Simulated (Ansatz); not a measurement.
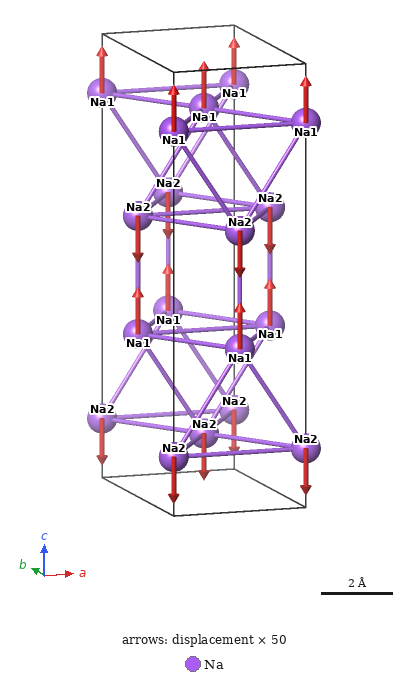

This is a relaxation of crystalline Na (built on the black phosphorus_64 type). The starting structure is drawn; red arrows show the displacements (the part carried along by the change of the cell is left out), 50 times their true length.

A ball-and-stick model of the conventional cell (4 times the calculation's cell), seen slightly off an axis. Lengths and directions refer to the drawn axes.

Case: black phosphorus type (Cmce, No. 64).

The calculation used DFT r2SCAN, scalar-relativistic, plane waves, PAW (Ansatz). Set-up: plane-wave cutoff 500 eV; k-point mesh 18 × 18 × 18; occupations gaussian; smearing width 0.1 eV; no spin polarisation; cell and atoms relaxed; force threshold 0.01 eV/Å; at most 80 steps.

Q: What happened in the run?

A: The largest moves relative to the cell, 0.027 Å, are those of Na1 and Na2. Na1 goes along +c. Cell: a 3.957 → 3.780 Å (−4.5 %), b 6.165 → 6.231 Å (+1.1 %), c 12.780 → 13.050 Å (+2.1 %). Volume −1.4 %. Near-neighbour distances that change, for instance: Na1–Na1 3.957 → 3.780 Å, Na1–Na2 3.582 → 3.634 Å, Na1–Na1 (another image) 3.663 → 3.644 Å, Na1–Na2 (another image) 3.404 → 3.421 Å. The space group stays Fmmm (No. 69). After 5 accepted moves (6 points after the start) the energy has fallen by 2.8 meV per atom. The largest force component goes from 0.017 to 0.00076 eV/Å. The pressure goes from −0.07 to 0.00 GPa. At 1 point the geometry stayed and the basis and grid were re-selected for the new cell (energy shift of less than 0.05 meV per atom at most each time).
